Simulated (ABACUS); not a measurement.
**KI: 7 runs along one coordinate**

System: KI (Pm-3m, 2 atoms in the cell).
Method: Kohn-Sham DFT of a periodic cell, PBE, PseudoDojo NC SR 0.4.1 PBE standard, no spin polarisation (ABACUS 3.10.1).

The 7 runs differ only in the geometry, by an even scaling of the cell at fixed fractional positions. The structure derives from a Materials Project entry.

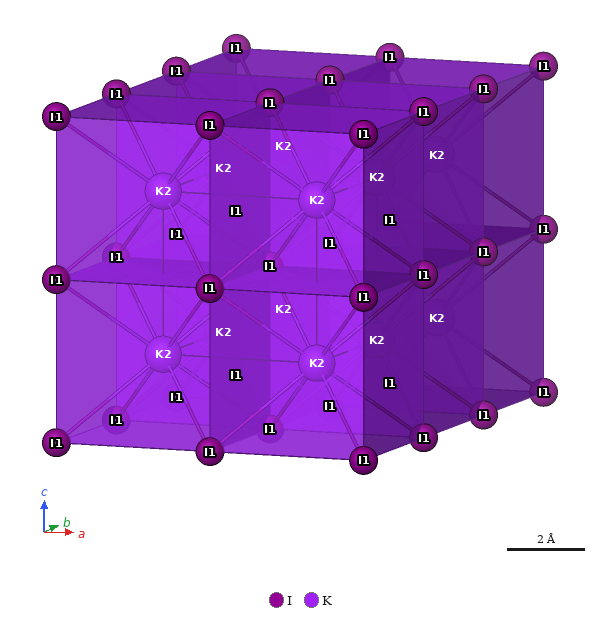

Figure 1. The structure of run 4 (polyhedral view of the cell of the calculation, repeated 1 × 2 × 1, seen slightly off an axis; polyhedra are completed across the faces of the cell; atoms are numbered from 1 in the order of the input).

## The input of run 4
```
INPUT_PARAMETERS
suffix              KI
calculation         scf
basis_type          lcao
pseudo_dir          ./
orbital_dir         ./
symmetry            1
dft_functional      pbe
ecutwfc             100
pseudo_rcut         10
nspin               1
nbands              12
ks_solver           genelpa
smearing_method     fd
smearing_sigma      0.00367493
scf_thr             1e-07
scf_nmax            100
mixing_type         broyden
mixing_beta         0.7
cal_force           1
cal_stress          1
out_mul             1
```

## File STRU of run 4
```
ATOMIC_SPECIES
I 126.9045 I.upf
K 39.0983 K.upf

NUMERICAL_ORBITAL
I_confined-atom_8au_2s2p1d.orb
K_confined-atom_10au_3s2p1d.orb

LATTICE_CONSTANT
1.8897261246

LATTICE_VECTORS
4.2911966600 0.0000000000 0.0000000000
0.0000000000 4.2911966600 0.0000000000
0.0000000000 0.0000000000 4.2911966600

ATOMIC_POSITIONS
Direct

I
0.0
1
0.5000000000 0.5000000000 0.5000000000 1 1 1

K
0.0
1
0.0000000000 0.0000000000 0.0000000000 1 1 1
```

## File KPT of run 4
```
K_POINTS
0
Gamma
6 6 6 0 0 0
```

Command:
```bash
OMP_NUM_THREADS=1 mpirun -np 4 abacus > log
```

Run 3 differs from it as follows:
```diff
-4.2911966600 0.0000000000 0.0000000000
-0.0000000000 4.2911966600 0.0000000000
-0.0000000000 0.0000000000 4.2911966600
+4.2623958146 0.0000000000 0.0000000000
+0.0000000000 4.2623958146 0.0000000000
+0.0000000000 0.0000000000 4.2623958146
```

## Results, with one run withheld

```csv
run,volume per atom (Å³),"free energy per atom, from the lowest run given (meV)",pressure (GPa),gap on the mesh (eV)
1,37.139,15.96,1.58,3.51
2,37.929,9.25,1.16,3.45
3,38.720,?,?,?
4,39.510,1.47,0.45,3.35
5,40.300,0.04,0.15,3.30
6,41.090,0.00,−0.12,3.25
7,41.880,1.20,−0.36,3.21
```

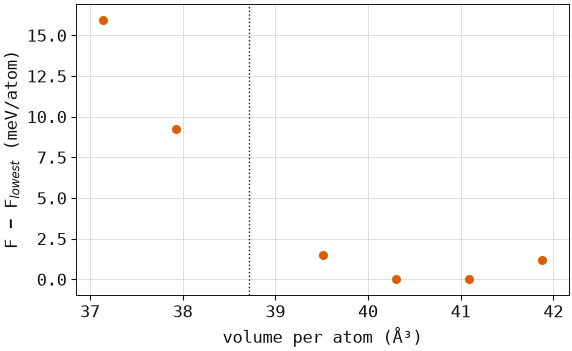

Figure 2. Free energy per atom of the runs given; the dotted line marks run 3.

Estimate the energy of run 3 from the others.

A cubic polynomial in V^(−2/3) (the Birch–Murnaghan form), fitted to the 6 runs given, misses them by at most 0.01 meV per atom. With x = V^(−2/3) − 0.08610 Å⁻², it reads F = 1.2851 + 1791 x + 5.6313e+05 x² + 2.51e+06 x³ (meV per atom). At run 3 it gives 4.48 meV per atom, and the run itself gives 4.48. The slope of the fit gives a pressure −dF/dV of 0.78 GPa there, and the run prints 0.78 GPa. The fit has its minimum at 40.717 Å³ per atom, where V d²F/dV² gives 13.8 GPa: the bulk modulus at this level, since symmetry fixes the shape and the positions. The gap on the mesh goes, without turning, from 3.51 eV in run 1 to 3.21 eV in run 7; run 3 has 3.40 eV. These are gaps of this functional on this mesh, which can miss the band edges; they aren't the measured gap.

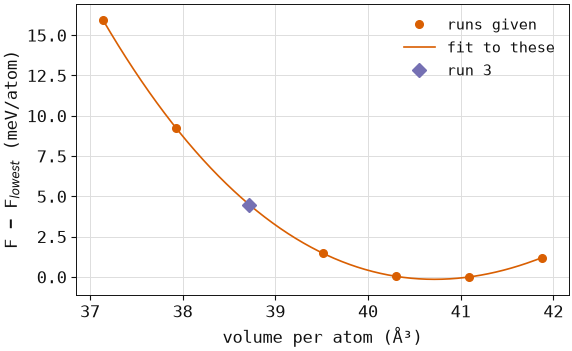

Figure 3. The fit and the withheld run.

## Some lines of the output (run 3)
```
[...]
 E_Fermi        0.3794651957         5.1628888539
 E_Fermi        0.3620178104         4.9255049993
 E_Fermi        0.3591587580         4.8866055957
 E_Fermi        0.3565007865         4.8504420379
 E_Fermi        0.3563158679         4.8479260916
 E_Fermi        0.3562599578         4.8471653952
 E_Fermi        0.3562571231         4.8471268273
 E_Fermi        0.3562572069         4.8471279672
 E_KS(sigma->0) -86.1917492047       -1172.6989097712
 E_Fermi        0.3562571778         4.8471275720
 final etot is -1172.6989098 eV
 EFERMI = 4.847127572 eV
 TOTAL-PRESSURE: 7.797914 KBAR
 !FINAL_ETOT_IS -1172.6989097711575596 eV
```

Notes: Points of doubt noted for this run: home made orbitals.
